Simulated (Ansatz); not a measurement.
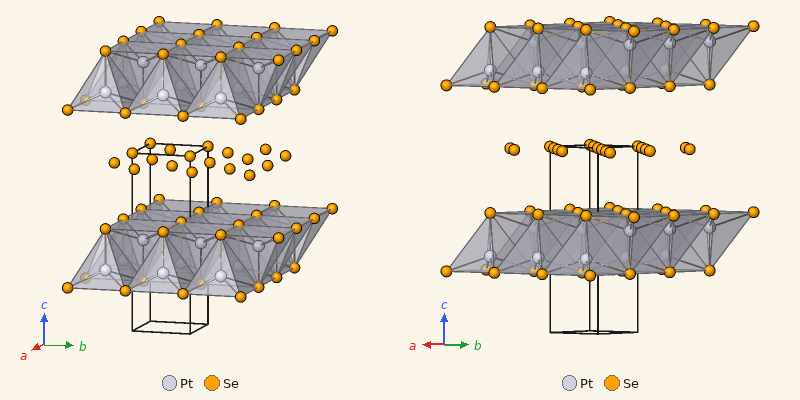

Polyhedra are drawn about Pt (bonds: Pt–Se below 3 Å); other atoms are plain spheres. Two views of the same piece.

PtSe₂ (space group P4/nmm, No. 129): the end point of a relaxation with DFT PBE, scalar-relativistic, plane waves, PAW (Ansatz); the starting structure was generated, so it need not be a known form of this composition.

Sharing among the drawn polyhedra:

```json
{"site": "Pt", "polyhedron": "PtSe5 square pyramid", "corner-sharing neighbours": "4", "edge-sharing": "8", "face-sharing": "0", "bond (Å)": "2.50–2.69"}
```

They form layers of corner- and edge-sharing square pyramids parallel to (001).
